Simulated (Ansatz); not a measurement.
A series of calculations on Te₃₃Pb₃₁

## 1. Relaxation

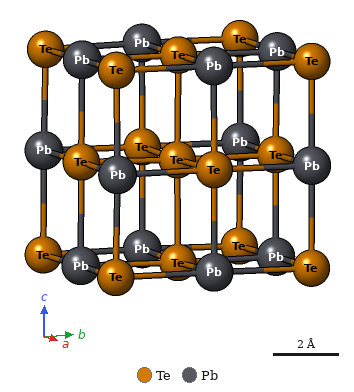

Starting structure of a defect cell of composition Te$_{33}$Pb$_{31}$ (cell charge +2). Style: ball-and-stick. Shown: the atoms within 5.8 Å of the atom that moves most (axes of the cell of the calculation (origin shifted)), slightly off an axis.

The calculation used DFT, PBEsol, PAW, plane waves (Ansatz).

Settings: plane-wave cutoff 420 eV; k-point mesh 1 × 1 × 1; mesh shifted by (0.25, 0.25, 0.25); no spin polarisation; atoms relaxed in a fixed cell; force threshold 0.03 eV/Å; at most 80 steps.

```xyz
64
Lattice="12.8800 0.0000 0.0000 0.0000 12.8800 0.0000 0.0000 0.0000 12.8800" Properties=species:S:1:pos:R:3 pbc="T T T"
Te    3.2360   12.8782   12.8497
Te    3.2320   12.8735    6.4410
Te    3.2427    6.4593    0.0203
Te    3.2330    6.4369    6.4518
Te    9.6593   12.8659    0.0062
Te    9.6683   12.8722    6.4213
Te    9.6574    6.4516    0.0090
Te    9.7058    6.4245    6.4551
Te   12.8494    3.1828    0.0014
Te   12.8372    3.2027    6.4318
Te    0.0229    9.6699   12.8770
Te    0.0230    9.6782    6.4076
Te    6.4326    3.2310   12.8619
Te    6.4564    3.2422    6.4628
Te    6.4655    9.6838   12.8653
Te    6.4330    9.6503    6.4318
Te    0.0232   12.8718    3.2164
Te   12.8465   12.8475    9.6292
Te   12.8588    6.4665    3.2178
Te   12.8752    6.4462    9.6395
Te    6.4342    0.0179    3.1842
Te    6.4240   12.8514    9.6569
Te    6.4338    6.4335    3.2025
Te    6.4411    6.4493    9.6586
Te    6.4030    6.4236    6.3984
Te    3.1982    3.1942    3.2178
Te    3.2387    3.2536    9.6136
Te    3.2055    9.6435    3.2312
Te    3.2390    9.6514    9.6852
Te    9.6435    3.2020    3.2253
Te    9.6168    3.2353    9.6642
Te    9.6402    9.6490    3.2502
Te    9.6307    9.6635    9.6806
Pb   12.8693   12.8566    0.0143
Pb   12.8764    0.0164    6.4386
Pb    0.0120    6.4449   12.8499
Pb   12.8582    6.4474    6.4276
Pb    6.4191    0.0063   12.8616
Pb    6.4258   12.8484    6.4397
Pb    6.4361    6.4153    0.0224
Pb    3.2264    3.2440    0.0134
Pb    3.2351    3.1994    6.4678
Pb    3.2445    9.6634   12.8743
Pb    3.2391    9.6703    6.4662
Pb    9.6764    3.2397    0.0277
Pb    9.6812    3.2486    6.4196
Pb    9.6793    9.6548   12.8209
Pb    9.6492    9.6583    6.4448
Pb    3.1859   12.8722    3.2549
Pb    3.1967   12.8466    9.6660
Pb    3.1902    6.4564    3.2668
Pb    3.2269    6.4295    9.6811
Pb    9.6545    0.0003    3.2023
Pb    9.6229    0.0084    9.6685
Pb    9.6842    6.4276    3.2575
Pb    9.6309    6.4354    9.6703
Pb   12.8782    3.2153    3.2251
Pb    0.0000    3.2283    9.6549
Pb   12.8790    9.6642    3.1999
Pb   12.8462    9.6491    9.7072
Pb    6.4021    3.2447    3.2286
Pb    6.4688    3.2670    9.6453
Pb    6.4410    9.6572    3.2573
Pb    6.4340    9.7036    9.6360
```

Question: Where does the relaxation end?

Answer: Te25 moves most: 0.27 Å along [−1 −1 −1]. By element the largest moves are Te 0.27 Å, Pb 0.25 Å. The cell stays as it was. Near-neighbour distances that change, for instance: Te23–Te25 3.196 → 2.919 Å, Te14–Te25 3.183 → 2.916 Å, Te4–Te25 3.170 → 2.914 Å, Te23–Pb61 3.189 → 3.347 Å. Bond angles that change, for instance: Te23–Te25–Te24 178.6° → 168.4°, Te4–Te25–Te8 178.0° → 168.6°, Te25–Te23–Pb63 89.2° → 97.3°. Over 6 geometry steps the energy falls by 0.452 eV per cell of the calculation. The largest force component goes from 0.47 to 0.021 eV/Å.

Step by step:

```tsv
step	E − E(0), meV/atom	largest force component, eV/Å
0	0.00	0.4710
1	-5.09	0.1312
2	-5.77	0.1500
3	-6.07	0.0809
4	-6.41	0.1555
5	-7.06	0.0212
6	-7.06	0.0211
```

The end point in the same view:

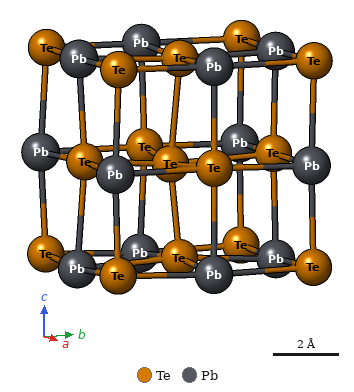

Limits of the set-up: the cell is charged, on a uniform background, and energies carry no finite-size correction.

## 2. Relaxation

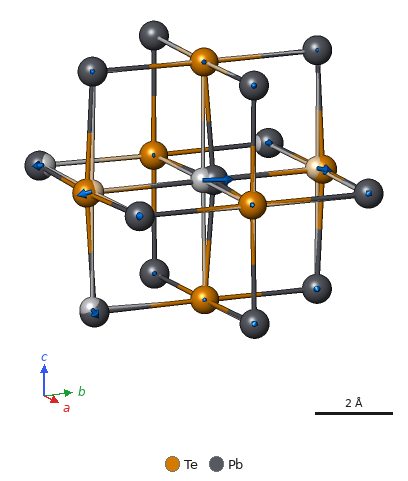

A relaxation of a defect cell of composition Te33Pb31. The starting structure is drawn faded, the final one solid; blue arrows show the displacements, magnified 3 times.

A ball-and-stick model of the atoms within 5.0 Å of the atom that moves most (axes of the cell of the calculation (origin shifted)), seen slightly off an axis.

These are results of DFT, PBEsol, PAW, plane waves (Ansatz 0.2.0), not measurements. (plane-wave cutoff 420 eV; k-point mesh 1 × 1 × 1; mesh shifted by (0.25, 0.25, 0.25); no spin polarisation; atoms relaxed in a fixed cell; force threshold 0.03 eV/Å; at most 80 steps)

What happened in the run?

Answer. A Pb atom moves most: 0.29 Å roughly along +b. By element the largest moves are Pb 0.29 Å, Te 0.28 Å. The cell doesn't change. Near-neighbour distances that change, for instance: Pb–Te 3.198 → 3.615 Å, Pb–Te 3.274 → 3.138 Å, Pb–Te 3.206 → 3.306 Å, Pb–Te 3.241 → 3.167 Å. Bond angles that change, for instance: Te–Pb–Te 179.1° → 169.7°, Te–Pb–Te 179.1° → 171.1°, Te–Pb–Te 89.0° → 95.2°. After 10 geometry steps the energy has fallen by 0.269 eV per cell of the calculation. The largest force component goes from 0.2 to 0.029 eV/Å.

## 3. Defect

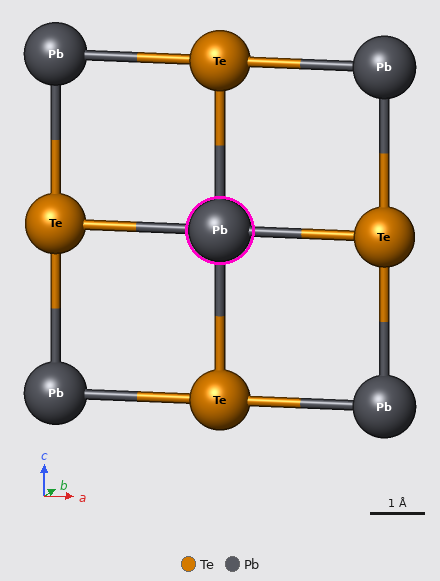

Perfect TePb. A ball-and-stick model of the atoms within 4.6 Å of one point, in a slice 4.2 Å thick across the line of sight, seen slightly off an axis.

Computed with Ansatz, DFT, PBEsol, PAW, plane waves. (plane-wave cutoff 420 eV; k-point mesh 1 × 1 × 1; mesh shifted by (0.25, 0.25, 0.25); no spin polarisation) Fermi-Dirac smearing of 0.01 eV. A uniform background neutralises the charged cell. The axes drawn are those of the host's conventional cell.

A lead atom is replaced by tellurium at the ringed place, in charge state +2. The supercell has 64 sites, and the atoms are relaxed at the host's cell.

> How do the neighbours respond?

In the host the Pb atom has 6 Te at 3.22 Å; the Te atom ends with 6 Te at 2.91 to 3.33 Å. Of the host's atoms, a lead atom moves furthest from its site, by 0.24 Å. The Te atom itself moves 0.33 Å from where it was put.

The relaxed defect, seen from the same direction:

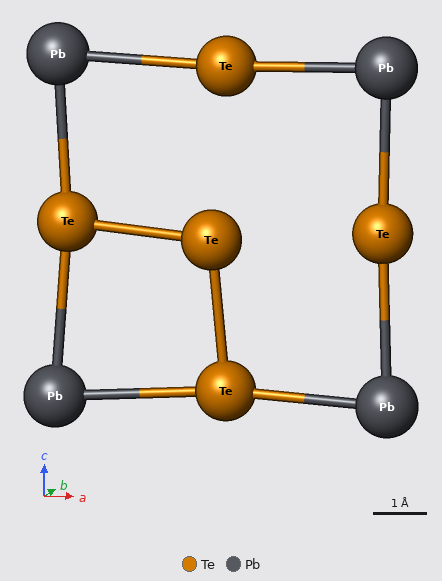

Limits of the set-up: the cell is charged, on a uniform background, and energies carry no finite-size correction.

## 4. Defect

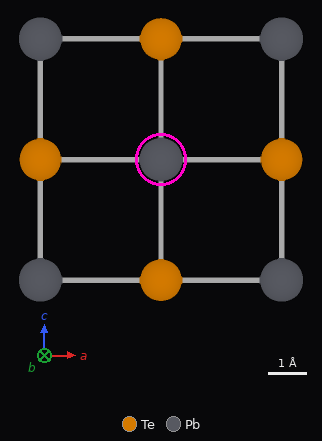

Perfect TePb. Style: ball-and-stick. Shown: the atoms within 5.4 Å of one point, in a slice 5.0 Å thick across the line of sight, along the b axis.

Level of theory: Ansatz 0.2.0, DFT, PBEsol, PAW, plane waves. (plane-wave cutoff 420 eV; k-point mesh 1 × 1 × 1; mesh shifted by (0.25, 0.25, 0.25); no spin polarisation) Fermi-Dirac smearing of 0.01 eV. A uniform background neutralises the charged cell. The axes drawn are those of the host's conventional cell.

A lead atom is replaced by tellurium at the ringed place, in charge state −2. The supercell has 64 sites, and the atoms are relaxed at the host's cell.

Q: How do the neighbours respond?

A: In the host the Pb atom has 6 Te at 3.22 Å; the Te atom ends with 6 Te at 3.21 to 3.26 Å. Of the host's atoms, a lead atom moves furthest from its site, by 0.14 Å. The Te atom itself moves 0.11 Å from where it was put.

The relaxed defect, seen from the same direction:

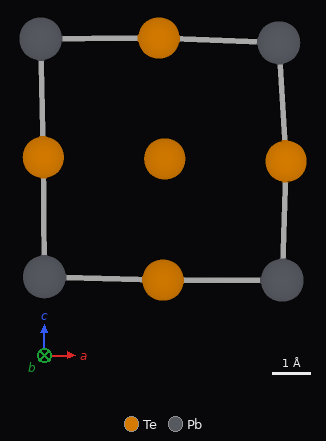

Limits of the set-up: the cell is charged, on a uniform background, and energies carry no finite-size correction.
